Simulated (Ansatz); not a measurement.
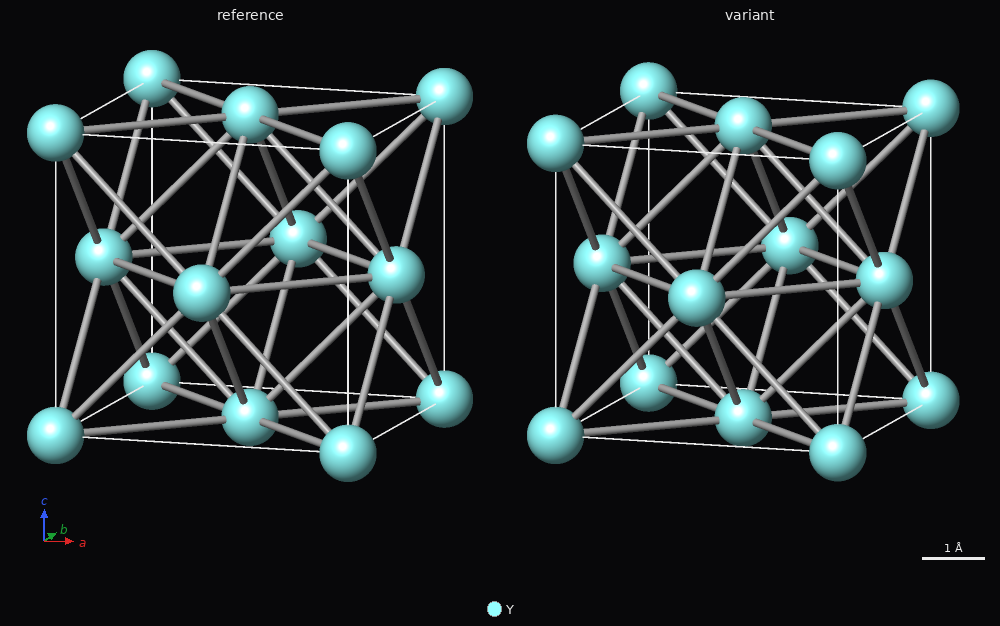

Left: a symmetric starting cell of Y. Right: the same structure after one change, at the same scale. Style: ball-and-stick. Shown: the conventional cell (4 times the calculation's cell), slightly off an axis. Lengths and directions refer to the drawn axes.

All numbers below come from DFT r2SCAN, scalar-relativistic, plane waves, PAW (Ansatz). Settings: plane-wave cutoff 500 eV; k-point mesh 14 × 14 × 14; occupations gaussian; smearing width 0.1 eV; no spin polarisation.

Question: Which change leads from the left to the right?

Answer: All lengths are scaled by −3.5 % (volume −10.0 %), the atoms keeping their fractional coordinates. No relaxation follows. The starting cell wasn't computed here and needn't be at equilibrium, so pressure and forces aren't due to the change alone.

Question: And its effect?

Answer: Near-neighbour distances before and after: Y–Y 3.514 → 3.392 Å. The space group stays Fm-3m (No. 225). The pressure is 9.2 GPa (not all of it need come from the change, since the unchanged cell can be under pressure at this level too). All forces vanish by symmetry.
